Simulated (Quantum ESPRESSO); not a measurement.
Ni$_{3}$Si: single-point calculation (part 1 of 3)

System: Ni$_{3}$Si (4 atoms in the cell).
Method: Kohn-Sham DFT of a periodic cell, LDA, GBRV 1.5 LDA, spin-polarised (Quantum ESPRESSO 7.5).

The structure derives from an entry of the Crystallography Open Database. The volume is scaled by 0.98.

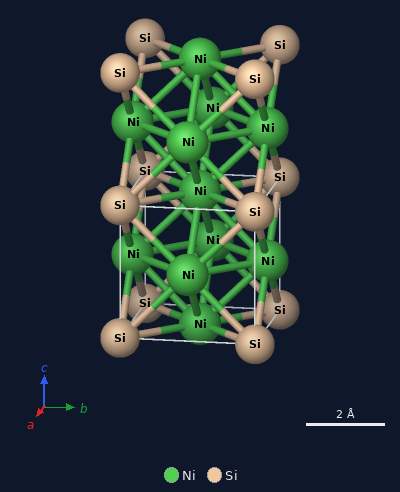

The structure (ball-and-stick view of the cell of the calculation, repeated 1 × 1 × 2, seen slightly off an axis). An atom can appear more than once, as a periodic image.

Summary

- outcome: converged
- space group (tolerance 0.01 Å): Pm-3m (221)
- electrons treated: 58
- free energy: −14141.4265 eV
- Fermi energy: 16.660 eV
- gap on the k-point mesh: none (metallic)
- net moment of the cell: 0.00 μB
- integrated absolute moment: 0.00 μB
- pressure: −16.73 GPa
- largest force (length of the vector): under 0.001 eV/Å
- hardware: 2 threads of Arm Neoverse V1, 24 GiB of memory available, shared host
- wall time: 75 s (CPU time 2.5 min)
- peak memory: 0.3 GiB

Notes

The cell is under a tension of 16.7 GPa at this level, so it is not at its equilibrium volume.

The input
```
&CONTROL
  calculation = 'scf'
  prefix = 'pwscf'
  outdir = './tmp'
  pseudo_dir = './pseudo'
  tprnfor = .true.
  tstress = .true.
  disk_io = 'nowf'
/
&SYSTEM
  ibrav = 0
  nat = 4
  ntyp = 2
  ecutwfc = 45
  ecutrho = 360
  nbnd = 42
  occupations = 'smearing'
  smearing = 'fd'
  degauss = 0.00367493
  nspin = 2
  starting_magnetization(1) = 0.0556
  starting_magnetization(2) = 0
/
&ELECTRONS
  conv_thr = 8d-10
  electron_maxstep = 120
  mixing_beta = 0.3
/
ATOMIC_SPECIES
Ni    58.6934 ni_lda_v1.4.uspp.F.UPF
Si    28.0850 si_lda_v1.uspp.F.UPF
CELL_PARAMETERS angstrom
   3.5182274716    0.0000000000    0.0000000000
   0.0000000000    3.5182274716    0.0000000000
   0.0000000000    0.0000000000    3.5182274716
ATOMIC_POSITIONS crystal
Ni     0.5000000000    0.5000000000    0.0000000000
Ni     0.5000000000    0.0000000000    0.5000000000
Ni     0.0000000000    0.5000000000    0.5000000000
Si     0.0000000000    0.0000000000    0.0000000000
K_POINTS automatic
8 8 8 0 0 0
```

Launch command:
```bash
OMP_NUM_THREADS=1 mpirun -n 2 pw.x -nk 2 -in pw.in > pw.out
```

Log
```
This program is part of the open-source Quantum ESPRESSO suite
     for quantum simulation of materials; please cite
         "P. Giannozzi et al., J. Phys.:Condens. Matter 21 395502 (2009);
         "P. Giannozzi et al., J. Phys.:Condens. Matter 29 465901 (2017);
         "P. Giannozzi et al., J. Chem. Phys. 152 154105 (2020);
          URL
     in publications or presentations arising from this work. More details at

     Message from routine setup:
     using ibrav=0 with symmetry is DISCOURAGED, use correct ibrav instead

     K-points division:     npool     =       2
     Subspace diagonalization in iterative solution of the eigenvalue problem:
     a serial algorithm will be used

     G-vector sticks info
     --------------------
     sticks:   dense  smooth     PW     G-vecs:    dense   smooth      PW
     Sum        1265     633    193                33881    11981    2103

     Using Slab Decomposition

     bravais-lattice index     =            0
     lattice parameter (alat)  =       6.6485  a.u.
     unit-cell volume          =     293.8789 (a.u.)^3
     number of atoms/cell      =            4
     number of atomic types    =            2
     number of electrons       =        58.00
     number of Kohn-Sham states=           42
     kinetic-energy cutoff     =      45.0000  Ry
     charge density cutoff     =     360.0000  Ry
     scf convergence threshold =      8.0E-10
     mixing beta               =       0.3000
     number of iterations used =            8  plain     mixing
     Exchange-correlation= SLA  PZ   NOGX NOGC
                           (   1   1   0   0   0   0   0)

     celldm(1)=   6.648486  celldm(2)=   0.000000  celldm(3)=   0.000000
     celldm(4)=   0.000000  celldm(5)=   0.000000  celldm(6)=   0.000000

     crystal axes: (cart. coord. in units of alat)
               a(1) = (   1.000000   0.000000   0.000000 )
               a(2) = (   0.000000   1.000000   0.000000 )
               a(3) = (   0.000000   0.000000   1.000000 )

     reciprocal axes: (cart. coord. in units 2 pi/alat)
               b(1) = (  1.000000  0.000000  0.000000 )
               b(2) = (  0.000000  1.000000  0.000000 )
               b(3) = (  0.000000  0.000000  1.000000 )

     PseudoPot. # 1 for Ni read from file:
     ni_lda_v1.4.uspp.F.UPF
     Pseudo is Ultrasoft + core correction, Zval = 18.0
     Generated by new atomic code, or converted to UPF format
     Using radial grid of  865 points,  6 beta functions with:
                l(1) =   0
                l(2) =   0
                l(3) =   1
                l(4) =   1
                l(5) =   2
                l(6) =   2
     Q(r) pseudized with 10 coefficients,  rinner =    0.980   0.980   0.980
                                                       0.980   0.980

     PseudoPot. # 2 for Si read from file:
     si_lda_v1.uspp.F.UPF
     Pseudo is Ultrasoft + core correction, Zval =  4.0
     Generated by new atomic code, or converted to UPF format
     Using radial grid of  899 points,  6 beta functions with:
                l(1) =   0
                l(2) =   0
                l(3) =   1
                l(4) =   1
                l(5) =   2
                l(6) =   2
     Q(r) pseudized with  8 coefficients,  rinner =    0.900   0.900   0.900
                                                       0.900   0.900

     atomic species   valence    mass     pseudopotential
     Ni               18.00    58.69340     Ni( 1.00)
     Si                4.00    28.08500     Si( 1.00)

     Starting magnetic structure
     atomic species   magnetization
     Ni              0.056
     Si              0.000

     48 Sym. Ops., with inversion, found

   Cartesian axes

     site n.     atom                  positions (alat units)
         1        Ni     tau(   1) = (   0.5000000   0.5000000   0.0000000  )
         2        Ni     tau(   2) = (   0.5000000   0.0000000   0.5000000  )
         3        Ni     tau(   3) = (   0.0000000   0.5000000   0.5000000  )
         4        Si     tau(   4) = (   0.0000000   0.0000000   0.0000000  )

     number of k points=    35  Fermi-Dirac smearing, width (Ry)=  0.0037
                       cart. coord. in units 2pi/alat
        k(    1) = (   0.0000000   0.0000000   0.0000000), wk =   0.0019531
        k(    2) = (   0.0000000   0.0000000   0.1250000), wk =   0.0117188
        k(    3) = (   0.0000000   0.0000000   0.2500000), wk =   0.0117188
        k(    4) = (   0.0000000   0.0000000   0.3750000), wk =   0.0117188
        k(    5) = (   0.0000000   0.0000000  -0.5000000), wk =   0.0058594
        k(    6) = (   0.0000000   0.1250000   0.1250000), wk =   0.0234375
        k(    7) = (   0.0000000   0.1250000   0.2500000), wk =   0.0468750
        k(    8) = (   0.0000000   0.1250000   0.3750000), wk =   0.0468750
        k(    9) = (   0.0000000   0.1250000  -0.5000000), wk =   0.0234375
        k(   10) = (   0.0000000   0.2500000   0.2500000), wk =   0.0234375
        k(   11) = (   0.0000000   0.2500000   0.3750000), wk =   0.0468750
        k(   12) = (   0.0000000   0.2500000  -0.5000000), wk =   0.0234375
        k(   13) = (   0.0000000   0.3750000   0.3750000), wk =   0.0234375
        k(   14) = (   0.0000000   0.3750000  -0.5000000), wk =   0.0234375
        k(   15) = (   0.0000000  -0.5000000  -0.5000000), wk =   0.0058594
        k(   16) = (   0.1250000   0.1250000   0.1250000), wk =   0.0156250
        k(   17) = (   0.1250000   0.1250000   0.2500000), wk =   0.0468750
        k(   18) = (   0.1250000   0.1250000   0.3750000), wk =   0.0468750
        k(   19) = (   0.1250000   0.1250000  -0.5000000), wk =   0.0234375
        k(   20) = (   0.1250000   0.2500000   0.2500000), wk =   0.0468750
        k(   21) = (   0.1250000   0.2500000   0.3750000), wk =   0.0937500
        k(   22) = (   0.1250000   0.2500000  -0.5000000), wk =   0.0468750
        k(   23) = (   0.1250000   0.3750000   0.3750000), wk =   0.0468750
        k(   24) = (   0.1250000   0.3750000  -0.5000000), wk =   0.0468750
        k(   25) = (   0.1250000  -0.5000000  -0.5000000), wk =   0.0117188
        k(   26) = (   0.2500000   0.2500000   0.2500000), wk =   0.0156250
        k(   27) = (   0.2500000   0.2500000   0.3750000), wk =   0.0468750
        k(   28) = (   0.2500000   0.2500000  -0.5000000), wk =   0.0234375
        k(   29) = (   0.2500000   0.3750000   0.3750000), wk =   0.0468750
        k(   30) = (   0.2500000   0.3750000  -0.5000000), wk =   0.0468750
        k(   31) = (   0.2500000  -0.5000000  -0.5000000), wk =   0.0117188
        k(   32) = (   0.3750000   0.3750000   0.3750000), wk =   0.0156250
        k(   33) = (   0.3750000   0.3750000  -0.5000000), wk =   0.0234375
        k(   34) = (   0.3750000  -0.5000000  -0.5000000), wk =   0.0117188
        k(   35) = (  -0.5000000  -0.5000000  -0.5000000), wk =   0.0019531

     Dense  grid:    33881 G-vectors     FFT dimensions: (  45,  45,  45)

     Smooth grid:    11981 G-vectors     FFT dimensions: (  30,  30,  30)

     Check: negative core charge=   -0.000006
     Generating pointlists ...
     new r_m :   0.2917 (alat units)  1.9392 (a.u.) for type    1
     new r_m :   0.2917 (alat units)  1.9392 (a.u.) for type    2

     Initial potential from superposition of free atoms

     starting charge      51.9994, renormalised to      58.0000
     Starting wfcs are   43 randomized atomic wfcs

     Self-consistent Calculation

     iteration #  1     ecut=    45.00 Ry     beta= 0.30
     Davidson diagonalization with overlap
     ethr =  1.00E-02,  avg # of iterations =  6.0

     total energy              =   -1002.44361421 Ry
     estimated scf accuracy    <     137.41124895 Ry

     total magnetization       =     0.25 Bohr mag/cell
     absolute magnetization    =     0.34 Bohr mag/cell

     iteration #  2     ecut=    45.00 Ry     beta= 0.30
     Davidson diagonalization with overlap
     ethr =  1.00E-02,  avg # of iterations =  3.0

     total energy              =   -1037.50177938 Ry
     estimated scf accuracy    <      26.32607982 Ry

     total magnetization       =     0.09 Bohr mag/cell
     absolute magnetization    =     0.16 Bohr mag/cell

     iteration #  3     ecut=    45.00 Ry     beta= 0.30
     Davidson diagonalization with overlap
     ethr =  1.00E-02,  avg # of iterations =  2.0

     total energy              =   -1039.83685170 Ry
     estimated scf accuracy    <       1.93830591 Ry

     total magnetization       =     0.13 Bohr mag/cell
     absolute magnetization    =     0.45 Bohr mag/cell

     iteration #  4     ecut=    45.00 Ry     beta= 0.30
     Davidson diagonalization with overlap
     ethr =  3.34E-03,  avg # of iterations =  1.0

     total energy              =   -1039.41692374 Ry
     estimated scf accuracy    <       1.54869098 Ry

     total magnetization       =     0.13 Bohr mag/cell
     absolute magnetization    =     0.45 Bohr mag/cell

     iteration #  5     ecut=    45.00 Ry     beta= 0.30
     Davidson diagonalization with overlap
     ethr =  2.67E-03,  avg # of iterations =  2.2

     total energy              =   -1038.64413100 Ry
     estimated scf accuracy    <       2.15677420 Ry

     total magnetization       =     0.05 Bohr mag/cell
     absolute magnetization    =     0.24 Bohr mag/cell

     iteration #  6     ecut=    45.00 Ry     beta= 0.30
     Davidson diagonalization with overlap
     ethr =  2.67E-03,  avg # of iterations =  2.2

     total energy              =   -1039.48267300 Ry
     estimated scf accuracy    <       1.88785507 Ry

     total magnetization       =     0.41 Bohr mag/cell
     absolute magnetization    =     0.54 Bohr mag/cell

     iteration #  7     ecut=    45.00 Ry     beta= 0.30
     Davidson diagonalization with overlap
     ethr =  2.67E-03,  avg # of iterations =  1.0

     total energy              =   -1039.23673774 Ry
     estimated scf accuracy    <       0.88004763 Ry

     total magnetization       =     0.25 Bohr mag/cell
     absolute magnetization    =     0.38 Bohr mag/cell

     iteration #  8     ecut=    45.00 Ry     beta= 0.30
     Davidson diagonalization with overlap
     ethr =  1.52E-03,  avg # of iterations =  2.0

     total energy              =   -1039.37159905 Ry
     estimated scf accuracy    <       0.01477691 Ry

     total magnetization       =     0.08 Bohr mag/cell
     absolute magnetization    =     0.15 Bohr mag/cell

     iteration #  9     ecut=    45.00 Ry     beta= 0.30
     Davidson diagonalization with overlap
     ethr =  2.55E-05,  avg # of iterations =  2.5

     total energy              =   -1039.37513789 Ry
     estimated scf accuracy    <       0.00106730 Ry

     total magnetization       =     0.10 Bohr mag/cell
     absolute magnetization    =     0.17 Bohr mag/cell

     iteration # 10     ecut=    45.00 Ry     beta= 0.30
     Davidson diagonalization with overlap
     ethr =  1.84E-06,  avg # of iterations =  3.1

     total energy              =   -1039.37521239 Ry
     estimated scf accuracy    <       0.00469358 Ry

     total magnetization       =     0.06 Bohr mag/cell
     absolute magnetization    =     0.11 Bohr mag/cell

     iteration # 11     ecut=    45.00 Ry     beta= 0.30
     Davidson diagonalization with overlap
     ethr =  1.84E-06,  avg # of iterations =  2.0

     total energy              =   -1039.37563664 Ry
     estimated scf accuracy    <       0.00018219 Ry

     total magnetization       =     0.05 Bohr mag/cell
     absolute magnetization    =     0.09 Bohr mag/cell

     iteration # 12     ecut=    45.00 Ry     beta= 0.30
     Davidson diagonalization with overlap
     ethr =  3.14E-07,  avg # of iterations =  1.6

     total energy              =   -1039.37562307 Ry
     estimated scf accuracy    <       0.00016334 Ry

     total magnetization       =     0.04 Bohr mag/cell
     absolute magnetization    =     0.07 Bohr mag/cell

     iteration # 13     ecut=    45.00 Ry     beta= 0.30
     Davidson diagonalization with overlap
     ethr =  2.82E-07,  avg # of iterations =  1.5

     total energy              =   -1039.37567802 Ry
     estimated scf accuracy    <       0.00001283 Ry

     total magnetization       =     0.01 Bohr mag/cell
     absolute magnetization    =     0.02 Bohr mag/cell

     iteration # 14     ecut=    45.00 Ry     beta= 0.30
     Davidson diagonalization with overlap
     ethr =  2.21E-08,  avg # of iterations =  1.6

     total energy              =   -1039.37568023 Ry
     estimated scf accuracy    <       0.00000096 Ry

     total magnetization       =     0.00 Bohr mag/cell
     absolute magnetization    =     0.01 Bohr mag/cell

     iteration # 15     ecut=    45.00 Ry     beta= 0.30
     Davidson diagonalization with overlap
     ethr =  1.66E-09,  avg # of iterations =  2.8

     total energy              =   -1039.37568037 Ry
     estimated scf accuracy    <       0.00000068 Ry

     total magnetization       =    -0.00 Bohr mag/cell
     absolute magnetization    =     0.00 Bohr mag/cell

     iteration # 16     ecut=    45.00 Ry     beta= 0.30
     Davidson diagonalization with overlap
     ethr =  1.17E-09,  avg # of iterations =  2.0

     total energy              =   -1039.37568051 Ry
     estimated scf accuracy    <       0.00000005 Ry

     total magnetization       =     0.00 Bohr mag/cell
     absolute magnetization    =     0.00 Bohr mag/cell

     iteration # 17     ecut=    45.00 Ry     beta= 0.30
     Davidson diagonalization with overlap
     ethr =  8.78E-11,  avg # of iterations =  1.7

     total energy              =   -1039.37568052 Ry
     estimated scf accuracy    <          2.7E-09 Ry

     total magnetization       =     0.00 Bohr mag/cell
     absolute magnetization    =     0.00 Bohr mag/cell

     iteration # 18     ecut=    45.00 Ry     beta= 0.30
     Davidson diagonalization with overlap
     ethr =  4.67E-12,  avg # of iterations =  3.0

     total energy              =   -1039.37568052 Ry
     estimated scf accuracy    <          1.5E-09 Ry

     total magnetization       =    -0.00 Bohr mag/cell
     absolute magnetization    =     0.00 Bohr mag/cell

     iteration # 19     ecut=    45.00 Ry     beta= 0.30
     Davidson diagonalization with overlap
     ethr =  2.52E-12,  avg # of iterations =  1.6

     Magnetic moment per site  (integrated on atomic sphere of radius R)
     atom   1 (R=0.292)  charge= 16.7998  magn= -0.0000
     atom   2 (R=0.292)  charge= 16.7998  magn= -0.0000
     atom   3 (R=0.292)  charge= 16.7998  magn= -0.0000
     atom   4 (R=0.292)  charge=  2.0865  magn=  0.0000

     End of self-consistent calculation

 ------ SPIN UP ------------

          k = 0.0000 0.0000 0.0000 (  1503 PWs)   bands (ev):

   -85.7076 -85.6719 -85.6719 -46.6133 -46.6133 -46.6133 -46.5578 -46.5578
   -46.5578 -46.3963 -46.3963 -46.3963   4.8036  11.7937  12.6326  12.6326
    13.1292  13.1292  13.1292  15.1173  15.1173  15.1173  15.7914  15.7914
    15.7914  16.0464  16.0464  16.3754  16.6852  16.6852  16.6852  21.2974
    22.9464  22.9464  27.0135  27.0135  27.0135  30.5200  30.5200  30.5200
    30.5851  30.5851

          k = 0.0000 0.0000 0.1250 (  1474 PWs)   bands (ev):

   -85.7064 -85.6731 -85.6719 -46.6105 -46.6105 -46.6095 -46.5587 -46.5587
   -46.5581 -46.4007 -46.3982 -46.3982   4.9857  11.8035  12.3910  12.7610
    13.1155  13.1155  13.1809  14.8162  14.8162  15.0604  15.2983  15.8884
    15.8884  16.0378  16.0489  16.3003  16.6855  17.0521  17.0521  21.6383
    22.9166  23.5413  26.4292  26.4292  26.6310  29.2979  29.2979  29.7366
    30.5589  32.8591

          k = 0.0000 0.0000 0.2500 (  1482 PWs)   bands (ev):
```
